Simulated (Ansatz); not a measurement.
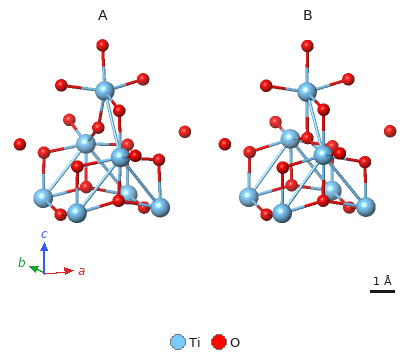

Two geometries of a defect cell of composition Ti₃₅O₇₁, drawn at one scale. One is the start of a relaxation, the other its converged end. Style: ball-and-stick. Shown: the atoms within 4.2 Å of the atom that moves most (axes of the cell of the calculation (origin shifted)), slightly off an axis.

These are results of DFT, PBEsol, PAW, plane waves (Ansatz), not measurements. (plane-wave cutoff 420 eV; k-point mesh 1 × 1 × 1; mesh shifted by (0.25, 0.25, 0.25); no spin polarisation; atoms relaxed in a fixed cell; force threshold 0.03 eV/Å; at most 80 steps)

### Which geometry has the lower energy?

Structure A is the relaxed one. The atom that moves furthest is an O atom (0.56 Å along [0 1 1]). Largest moves by element: O 0.56 Å, Ti 0.40 Å. The cell doesn't change. Among the contacts that change: O–Ti 1.930 → 2.653 Å, Ti–Ti 3.006 → 3.491 Å, O–Ti 1.920 → 2.184 Å, O–Ti 1.988 → 1.829 Å. Bonds break, among them: O–Ti (1.93 → 2.65 Å). Among the angles between lasting bonds that change: Ti–O–Ti 101.5° → 143.6°, Ti–O–Ti 157.5° → 155.1°. After 9 geometry steps the energy has fallen by 6.591 eV per cell of the calculation. Largest force component: 5.3 eV/Å at the start, 0.026 eV/Å at the end. The run took 23 s on 1 × NVIDIA GB300 Max-Q with 8 threads of Arm Neoverse-V2, peak memory 2.3 GiB.
